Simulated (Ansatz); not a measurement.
Rh (R-3m, No. 166): the geometry relaxed with Ansatz, DFT PBEsol, scalar-relativistic, plane waves, PAW; the starting structure was generated, so it need not be a known form of this composition.

```
CELL_PARAMETERS angstrom
2.67657 0.00000 0.00000
-1.33828 2.31798 0.00000
0.00000 0.00000 19.63694
ATOMIC_POSITIONS crystal
Rh 0.00000 0.00000 0.00000
Rh 0.33333 0.66667 0.88941
Rh 0.00000 0.00000 0.77725
Rh 0.66667 0.33333 0.33333
Rh 0.00000 0.00000 0.22275
Rh 0.66667 0.33333 0.11059
Rh 0.33333 0.66667 0.66667
Rh 0.66667 0.33333 0.55608
Rh 0.33333 0.66667 0.44392
```

**What will an iDPC-like image along [001] show? Simulated as the projected potential of neutral atoms (B = 0.3 Å²) blurred by a 0.72 Å probe, the thin-sample limit of integrated differential phase contrast. The display is stretched by a gamma of 0.65; percentages refer to the linear signal. Shot noise was added.**

The columns repeat on a hexagonal net with a repeat of 1.55 Å (plane group p6mm). All columns are alike (Rh). The shortest distance between visible columns is 1.55 Å in projection. Along the beam the structure repeats every 19.64 Å.

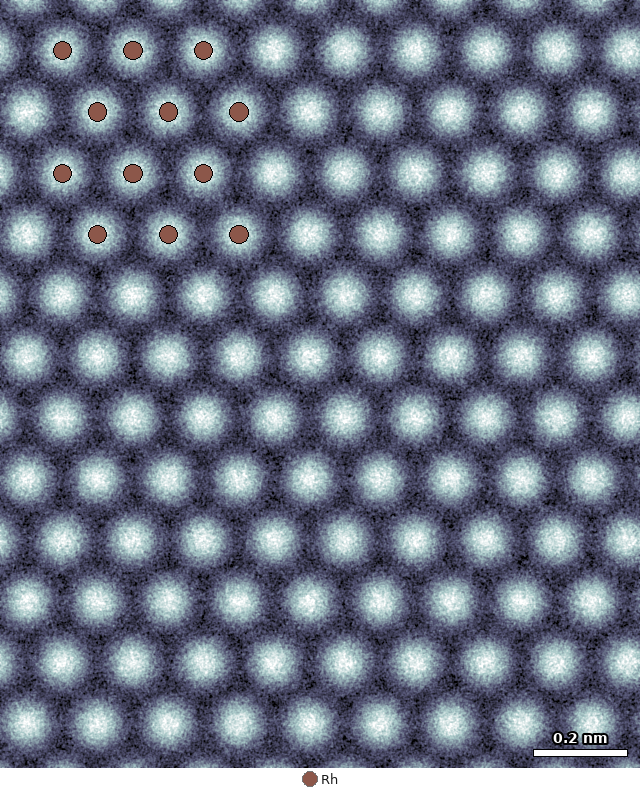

The simulated image, with the columns of the model marked in one corner.
